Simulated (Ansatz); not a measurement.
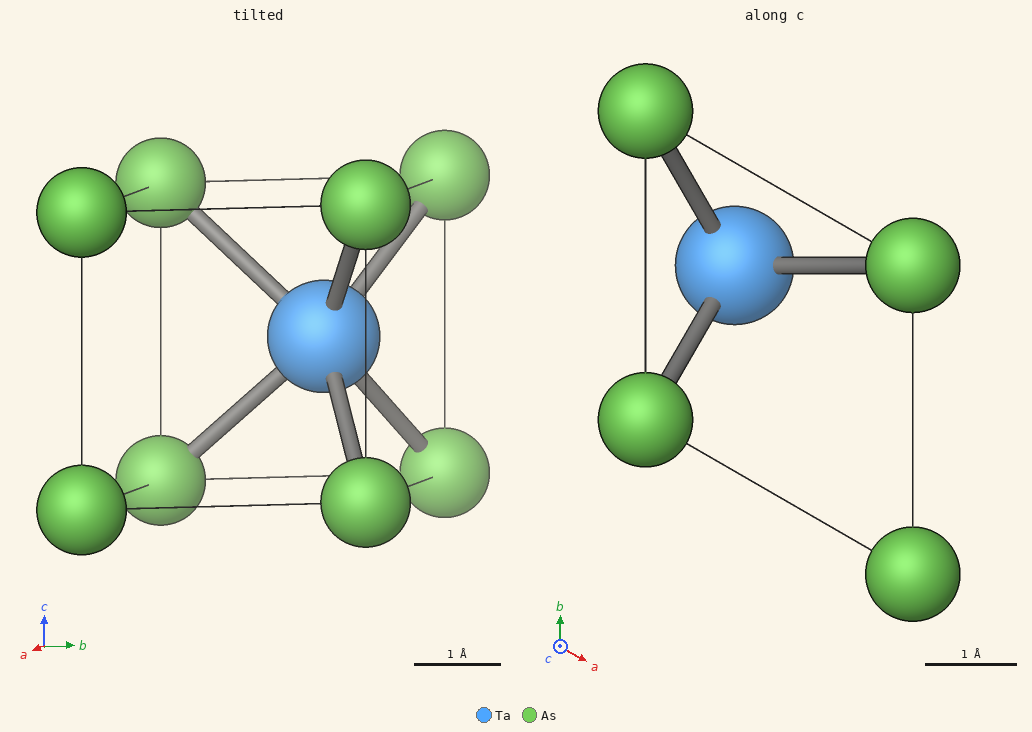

Shown here is a ball-and-stick view of the crystal, taken slightly off an axis and along the c axis. One conventional unit cell is framed, with atoms on its boundary repeated. Cell: a = 3.41 Å, b = 3.41 Å, c = 3.48 Å, α = 90.00°, β = 90.00°, γ = 120.00°.

It goes back to a structure type filled with these elements by a generator (whether the compound takes this form wasn't checked). Earlier steps of the study may have refined or changed the cell and positions. It went into a calculation with Ansatz.

Q: What structure is drawn here?

A: Formula: TaAs. It belongs to space group P-6m2 (No. 187) and has a primitive hexagonal lattice. The prototype is tungsten carbide (WC) type. The cell comprises 1 formula unit: 1 Ta, 1 As. Each Ta atom is coordinated by six As in a trigonal prismatic arrangement at about 2.6 Å. Each As atom has six Ta in a trigonal prismatic arrangement at about 2.6 Å around it. Not all metal-metal contacts are counted. The bonds build a three-dimensional framework.

Calculation details: DFT PBE, scalar-relativistic, plane waves, PAW (Ansatz); a kinetic-energy cutoff of 420 eV, an 18×18×16 sampling of the Brillouin zone, Gaussian smearing of 0.1 eV, no spin polarisation.

Q: Is it conducting or gapped at this level?

A: A metal: bands cross the Fermi level.

Q: What net charge does each kind of atom have (Bader)?

A: Ta +1.11 e; As -1.11 e.

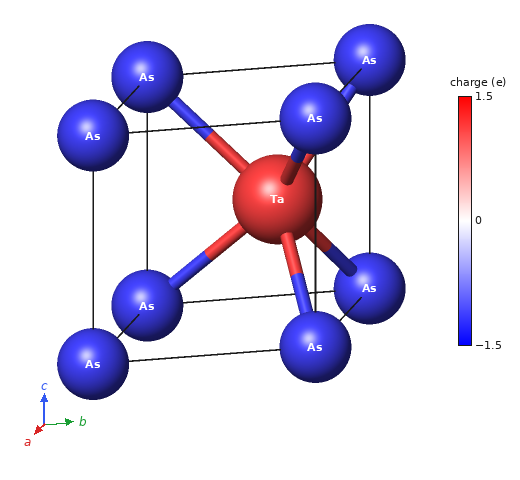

The atoms coloured by those charges. The run's cell of 2 atoms is drawn.

Q: Do the forces and the stress vanish for this geometry?

A: Yes. All forces vanish to within 0.01 eV/Å. The pressure is 0.0 GPa, close to zero.
